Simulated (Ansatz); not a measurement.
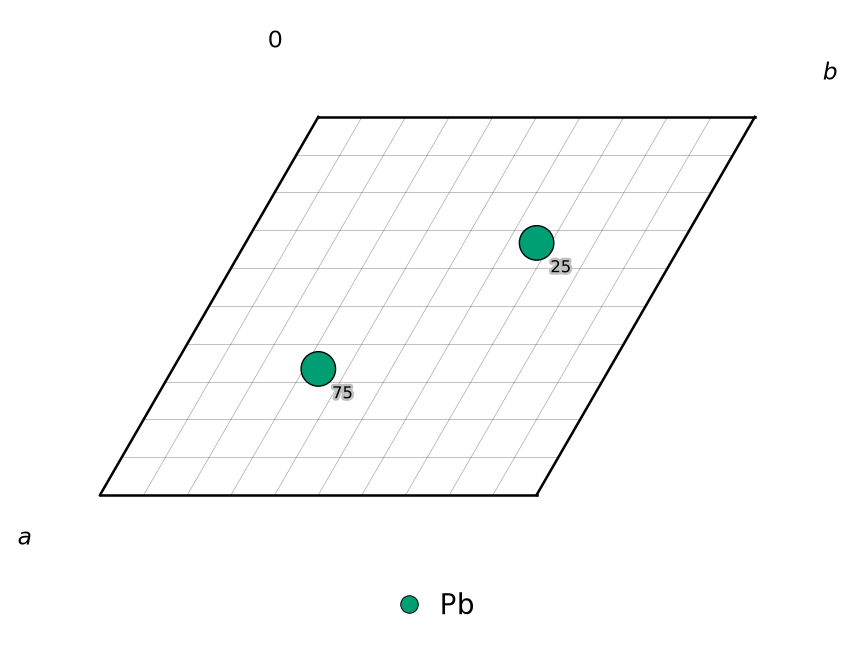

Plan of a unit cell projected along c (a down the page, b across); the numbers are heights in hundredths of c, and atoms on the cell's edges are repeated. The grid marks tenths of a and b. Source: the input geometry of an electronic-structure calculation (not necessarily at equilibrium); the starting structure was generated, so it need not be a known form of this composition. Geometry calculated from the standardised cell; symmetry tolerance 0.002 Å.

a = 3.652 Å, b = 3.652 Å, c = 6.022 Å, α = 90.00°, β = 90.00°, γ = 120.00°.

What does the cell contain?

Answer. 2 Pb: Pb, Z = 2.

Which space group?

Answer. P6_3/mmc (No. 194), primitive hexagonal.

Give the independent sites, coordinates to two places.

Answer.
| atom | site | symmetry | x | y | z |
| --- | --- | --- | --- | --- | --- |
| Pb | 2c | -6m2 | 0.33 | 0.67 | 0.25 |
